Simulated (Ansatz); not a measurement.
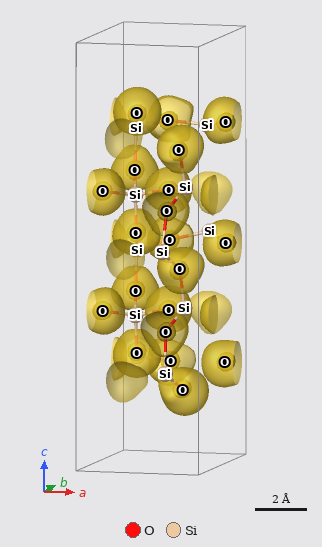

The picture shows: SiO$_{2}$ (slab). Isosurface of the ELF at 0.7 (yellow), seen slightly off an axis. Only the valence region is drawn (cores and ρ < 0.01 e/Å³ removed). Sticks mark near contacts.

The calculation used DFT PBEsol, scalar-relativistic, plane waves, PAW in Ansatz.

```yaml
crystal:
  lattice:
    - [5.02689, 0.00000, 0.00000]
    - [0.00000, 7.00564, 0.00000]
    - [0.00000, 0.00000, 26.54106]
  atoms:
    - { symbol: O, position: [0.79264, 0.21694, 0.29810] }
    - { symbol: Si, position: [0.19589, 0.78384, 0.32691] }
    - { symbol: O, position: [0.89390, 0.83151, 0.32069] }
    - { symbol: O, position: [0.40982, 0.93919, 0.31619] }
    - { symbol: Si, position: [0.71247, 0.03708, 0.32699] }
    - { symbol: O, position: [0.27513, 0.56986, 0.33964] }
    - { symbol: O, position: [0.71123, 0.05602, 0.38991] }
    - { symbol: Si, position: [0.29334, 0.49238, 0.39834] }
    - { symbol: O, position: [0.59269, 0.42814, 0.41091] }
    - { symbol: O, position: [0.09168, 0.31957, 0.40928] }
    - { symbol: Si, position: [0.78960, 0.24757, 0.42033] }
    - { symbol: O, position: [0.21818, 0.68941, 0.42881] }
    - { symbol: O, position: [0.77489, 0.18986, 0.47998] }
    - { symbol: Si, position: [0.20349, 0.75104, 0.48843] }
    - { symbol: O, position: [0.90524, 0.82386, 0.50070] }
    - { symbol: O, position: [0.40524, 0.92614, 0.49930] }
    - { symbol: Si, position: [0.70349, 0.99896, 0.51157] }
    - { symbol: O, position: [0.27489, 0.56014, 0.52002] }
    - { symbol: O, position: [0.71818, 0.06059, 0.57119] }
    - { symbol: Si, position: [0.28960, 0.50243, 0.57967] }
    - { symbol: O, position: [0.59168, 0.43044, 0.59072] }
    - { symbol: O, position: [0.09269, 0.32186, 0.58909] }
    - { symbol: Si, position: [0.79334, 0.25762, 0.60166] }
    - { symbol: O, position: [0.21123, 0.69398, 0.61009] }
    - { symbol: O, position: [0.77513, 0.18014, 0.66036] }
    - { symbol: Si, position: [0.21247, 0.71292, 0.67301] }
    - { symbol: O, position: [0.90983, 0.81081, 0.68381] }
    - { symbol: O, position: [0.39391, 0.91849, 0.67931] }
    - { symbol: Si, position: [0.69590, 0.96616, 0.67309] }
    - { symbol: O, position: [0.29264, 0.53305, 0.70189] }
```

Question: What do the ELF domains correspond to?

Answer: The ELF exceeds this value in 20 regions on O in which the atom's valence shell and bonds are merged, counted in one cell of 30 atoms. Counts are for one cell; the picture repeats the cell along the surface.

Values along the shortest contacts:
Si–O (1.53 Å): the ELF peaks at about 0.80 between the atoms (a short, strongly polar bond). Si–O (1.59 Å): the ELF peaks at about 0.85 between the atoms, as expected for a polar covalent bond.
